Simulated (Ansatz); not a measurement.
Consider V.

```
V
1.0
     2.53544    0.00000   -2.53544
    -2.53544    2.53544    0.00000
     2.15512    2.15512    2.15512
V
3
Cartesian
  0.0000 0.0000 0.0000
  1.5635 1.5635 -0.9719
  0.5916 3.1271 0.5916
```

Space group R-3m; computed pressure about 6 GPa in this cell; computed without spin polarisation.

These are results of DFT PBE, scalar-relativistic, plane waves, PAW in Ansatz 0.2.0, not measurements.

> What can the converged valence pseudo-density and electron localisation function tell about the bonding?

V–V (2.42 Å): ρ at the midpoint is about 0.41 e/Å³; the ELF is about 0.25 at the midpoint: no localised pair shows between them.

> Metal or insulator at this level of theory?

It is metallic or semimetallic at this level of theory: no gap opens.

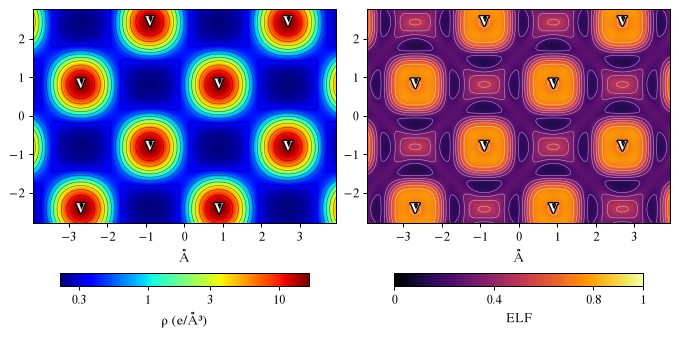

Computed valence pseudo-density and electron localisation function on the (101) plane of the conventional cell, in this order. 

Core electrons are frozen (PAW), and the valence fields are smoothed inside the atomic spheres.
